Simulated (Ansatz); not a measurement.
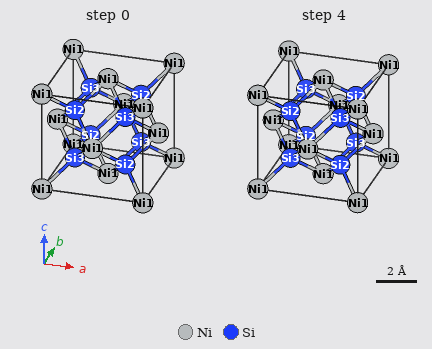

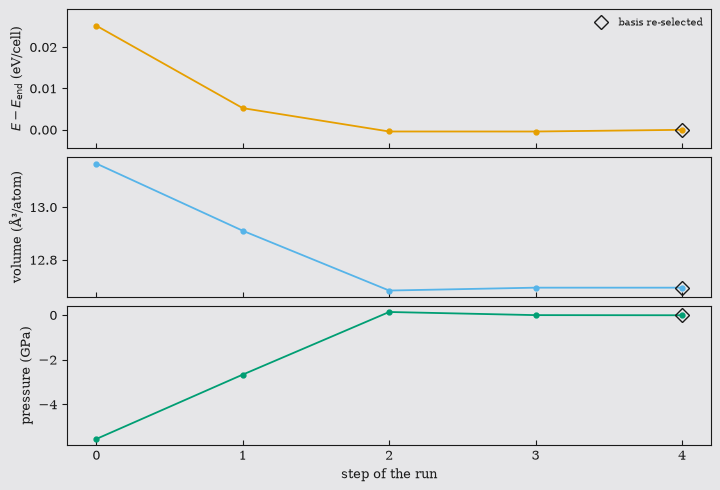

First and last geometry of a relaxation of a crystal of Si$_{2}$Ni (set up in Fm-3m), with the history of the run. A ball-and-stick model of the conventional cell (4 times the calculation's cell), seen from a free direction. Lengths and directions refer to the drawn axes.

The run lets cell and atoms move.

Method: Kohn-Sham DFT of a periodic cell, PBEsol with D3(BJ), Ansatz PAW in Ansatz 0.2.0.

The input:
```yaml
crystal:
  lattice:
    - [0.0, 2.703, 2.703]
    - [2.703, 0.0, 2.703]
    - [2.703, 2.703, 0.0]
  atoms:
    - { symbol: Ni, position: [0.0, 0.0, 0.0], spin: 1.0 }
    - { symbol: Si, position: [0.75, 0.75, 0.75] }
    - { symbol: Si, position: [0.25, 0.25, 0.25] }
hamiltonian:
  xc: pbesol
  pseudopotentials: { kind: paw }
  dispersion: d3bj
magnetization:
  spin_polarized: true
kpoints:
  mp_grid: { grid: [9, 9, 9] }
scf:
  occupations: { method: fermi_dirac, width: 0.05 }
output:
  forces: true
  stress: true
relax:
  f_tol: 0.01
  max_steps: 40
  cell: { stress_tol: 0.05 }
```

Launched with:
```bash
ansatz run input.yaml --threads 2 --pin off --max-ram 5632MiB --backend cpu --events-out ev --progress --plain --runs-dir out
```

Did the run converge, and what did it change?

It converged. No atom moves by more than 0.005 Å relative to the cell. The volume changes by −3.6 %, with a = b = c 5.406 → 5.341 Å (−1.2 %). Near-neighbour distances that change, for instance: Ni1–Si2 2.341 → 2.313 Å. The space group stays Fm-3m (No. 225). After 3 accepted moves (4 points after the start) the energy has fallen by 25.2 meV per cell of the calculation. All forces vanish by symmetry, so only the cell relaxes. The pressure goes from −5.54 to −0.01 GPa. At 1 point the geometry stayed and the basis and grid were re-selected for the new cell (energy shift of 0.4 meV per cell of the calculation at most each time). The program noted that the starting moments weren't kept. Cost: 7.5 s on 2 threads of Intel(R) Xeon(R) Platinum 8488C (Sapphire Rapids), with other jobs on the host, peak memory 0.41 GiB.

Limits of the set-up: only the magnetic order of this start and cell was tried (total moment 0.0 μB per cell).
